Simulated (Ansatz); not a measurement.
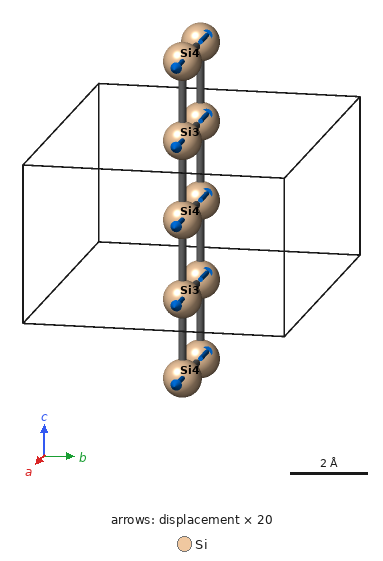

A relaxation of a wire of composition Si. The starting structure is drawn; blue arrows show the displacements (the part carried along by the change of the cell is left out), magnified 20 times.

Style: ball-and-stick. Shown: the cell of the calculation, with the vacuum cut short, slightly off an axis.

Case: ladder chain of atoms.

Theory: DFT PBE, scalar-relativistic, plane waves, PAW in Ansatz 0.2.0. Set-up: plane-wave cutoff 420 eV; k-point mesh 1 × 1 × 15; occupations gaussian; smearing width 0.05 eV; collinear spin; cell relaxed at fixed a, b, alpha, beta, gamma; force threshold 0.01 eV/Å; at most 45 steps.

**What did the optimiser do to the structure, and how much energy did it gain?**

The largest moves relative to the layer's centre, 0.052 Å, are those of Si atoms. Along the periodic axis the drawn cell goes c 4.263 → 4.626 Å (+8.5 %). Among the contacts that change: Si–Si 2.132 → 2.313 Å, Si–Si 2.238 → 2.342 Å. Over 6 accepted moves (8 points after the start) the energy falls by 0.659 eV per cell of the calculation. The largest force component goes from 0.82 to 0.0089 eV/Å. The line search rejected the trial step at point 5 of the run. At 1 point the geometry stayed and the basis and grid were re-selected for the new cell (energy shift of 3.1 meV per cell of the calculation at most each time). The program noted that the starting moments weren't kept. The run may lie on a higher electronic state than the lowest, so the end point isn't shown to be the ground-state structure.

Limits of the set-up: the k-point mesh is coarse for a cell with partly filled bands.
